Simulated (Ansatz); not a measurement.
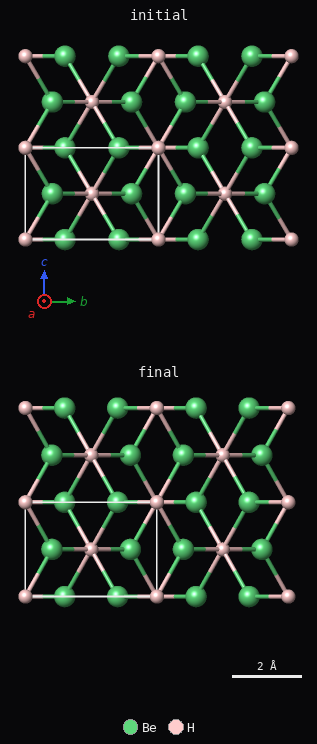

The structure of crystalline Be2H (set up in P4_2/mnm) before (top) and after (bottom) a relaxation, at one scale.

A ball-and-stick model of the cell of the calculation, repeated 1 × 2 × 2 with one cell outlined, seen along the a axis.

Case: 2 H put on empty site 1 of 1 host cells, relaxed.

These are results of DFT PBE, scalar-relativistic, plane waves, PAW (Ansatz 0.2.0), not measurements.

The input:
```yaml
crystal:
  lattice:
    - [3.8822428277, 0.0, 0.0]
    - [0.0, 3.8822428277, 0.0]
    - [0.0, 0.0, 2.6753575817]
  atoms:
    - { symbol: Be, position: [0.2974654736, 0.2974654736, 0.0] }
    - { symbol: Be, position: [0.7025345264, 0.7025345264, 1.0] }
    - { symbol: Be, position: [0.2025345264, 0.7974654736, 0.5] }
    - { symbol: Be, position: [0.7974654736, 0.2025345264, 0.5] }
    - { symbol: H, position: [0.0, 0.0, 0.0] }
    - { symbol: H, position: [0.5, 0.5, 0.5] }
basis:
  ecutwfc: 420
kpoints:
  mp_grid: { grid: [8, 8, 12] }
hamiltonian:
  xc: pbe
scf:
  occupations: { method: gaussian, width: 0.1 }
output:
  forces: true
  stress: true
  eigenvalues: true
relax:
  adjacent_minimum: "off"
  f_tol: 0.025
  max_steps: 70
  cell: { stress_tol: 0.12 }
```

Command:
```bash
ansatz run input.yaml --threads 2 --pin off --max-ram 5120MiB --backend cpu --events-out ev --progress --plain --runs-dir out
```

Question: What changed between the two?

Answer: The largest moves relative to the cell, 0.005 Å, are those of Be1, Be2, Be3 and Be4. Be1 goes along [1 1 0]. H stays in place. The volume changes by +0.3 %, with a = b 3.882 → 3.835 Å (−1.2 %), c 2.675 → 2.750 Å (+2.8 %). Near-neighbour distances that change, for instance: Be1–H6 1.740 → 1.757 Å, Be1–H5 1.633 → 1.619 Å. The space group stays P4_2/mnm (No. 136). The energy falls by 1.5 meV per atom in 3 accepted moves (5 points after the start). The largest force component goes from 0.022 to 0.0026 eV/Å. Pressure: −0.25 GPa at the start and 0.02 GPa at the end. The line search rejected the trial step at point 2 of the run. The SCF was repeated once at an unchanged geometry on a basis and grid sized afresh for the cell, which shifted the energy by less than 0.05 meV per atom at most. Cost: 7.3 s on 2 threads of Arm Neoverse V2, with other jobs on the host, peak memory 0.33 GiB.
